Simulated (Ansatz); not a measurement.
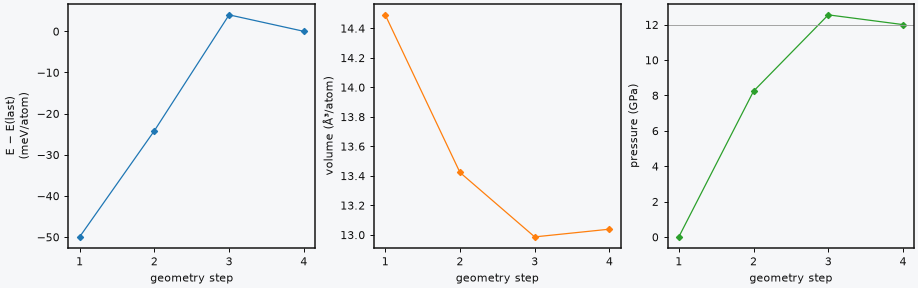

History of a geometry optimisation. Atoms and cell relax. A closing SCF on a freshly chosen basis isn't drawn.

```
crystal:
  lattice:
    - [0.0, 2.4380063351, 2.4380063351]
    - [2.4380063351, 0.0, 2.4380063351]
    - [2.4380063351, 2.4380063351, 0.0]
  atoms:
    - { symbol: Be, position: [0.0, 0.0, 0.0] }
    - { symbol: S, position: [0.75, 0.75, 0.75] }
basis:
  ecutwfc: 420
kpoints:
  mp_grid: { grid: [8, 8, 8] }
hamiltonian:
  xc: pbe
scf:
  occupations: { method: fixed }
output:
  forces: true
  stress: true
  eigenvalues: true
relax:
  adjacent_minimum: "off"
  f_tol: 0.001
  max_steps: 60
  cell: { stress_tol: 0.02, p_target: 12.0 }
```

Launched with:
```bash
ansatz run input.yaml --threads 1 --pin off --max-ram 1228MiB --backend cpu --events-out ev --progress --plain --runs-dir out
```

### How did the optimisation end?

The optimisation met its thresholds at geometry 4, counting the start as the first. The energy of the last step lies about 50 meV/atom above the first, with a rise at steps 2 and 3. The target is 12 GPa, so the enthalpy and not the energy is minimised. All forces vanish by symmetry, so only the cell moves.

### What happens to the cell?

The volume shrinks from 14.5 to 13.0 Å³ per atom (−10 %), as the pressure goes from 0.0071 GPa to about 12 GPa.
